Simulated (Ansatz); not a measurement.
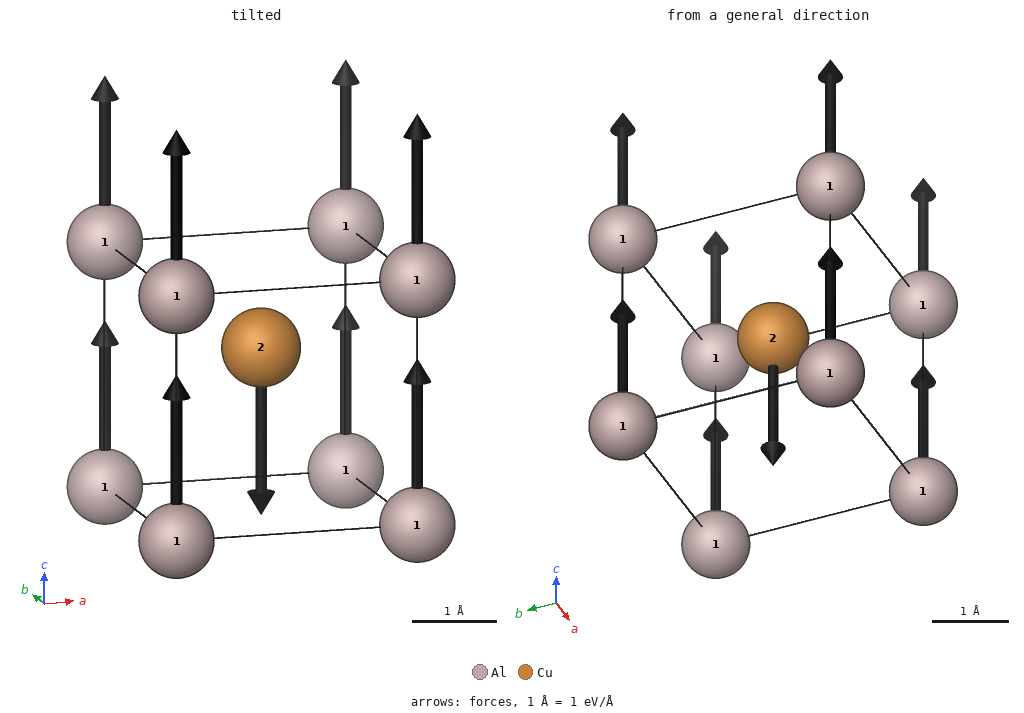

A spheres-only rendering, viewed slightly off an axis and from a general direction. Atoms at the boundary of the simulation cell (the box) are drawn once for each face, edge or corner they touch. The arrows are the computed forces on the atoms.

System: AlCu. Results below were computed with Ansatz 0.2.0, DFT PBEsol, scalar-relativistic, plane waves, PAW; the settings were 420 eV cutoff, a 16×16×16 grid in reciprocal space, Gaussian smearing of 0.15 eV, no spin polarisation.

Do the forces show a relaxed structure?

Answer. No. The atoms still feel forces of up to about 1.6 eV/Å, far above a usual threshold of 0.01 to 0.03 eV/Å.

Which atom has the biggest force on it?

Answer. Al1 and Cu2, about 1.6 eV/Å.

Provenance: a structure listed in the Materials Project. The cell was then strained or its atoms displaced on purpose. It went into a calculation with Ansatz.
